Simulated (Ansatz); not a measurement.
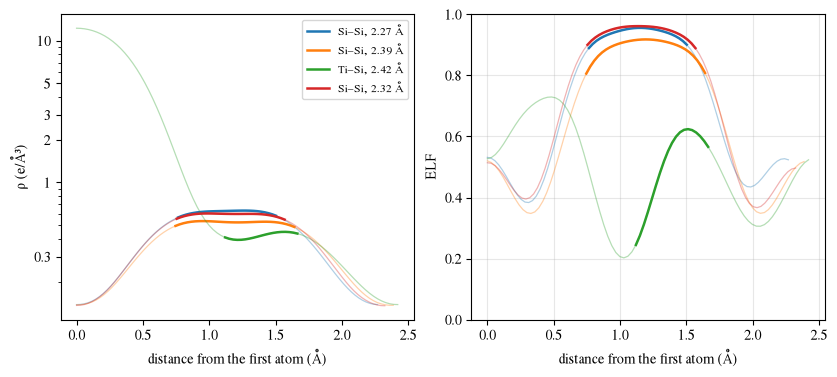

Figure 1: TiSi16 (cell with a defect). Valence electron density and electron localisation function along straight lines between neighbouring atoms. Thin, pale parts lie inside the atomic spheres.

Computed without spin polarisation; PAW files of the earlier set (soft_1).

Method: DFT PBE, scalar-relativistic, plane waves, PAW (Ansatz).

The density is the valence pseudo-density of a PAW calculation; it isn't the true density close to the nuclei.

**What can be read from the curves?**

Si–Si (2.27 Å): the density is about 0.63 e/Å³ at the midpoint; the ELF peaks at about 0.95 between the atoms.
Si–Si (2.39 Å): ρ at the midpoint is about 0.52 e/Å³; the ELF peaks at about 0.90 between the atoms.
Ti–Si (2.42 Å): the density is about 0.39 e/Å³ at the midpoint; the ELF peaks at about 0.60 in the valence shell of Si, 0.9 Å from its nucleus, and is about 0.35 at the midpoint.
Si–Si (2.32 Å): ρ is about 0.6 e/Å³ halfway; the ELF peaks at about 0.95 between the atoms: a covalent bond.
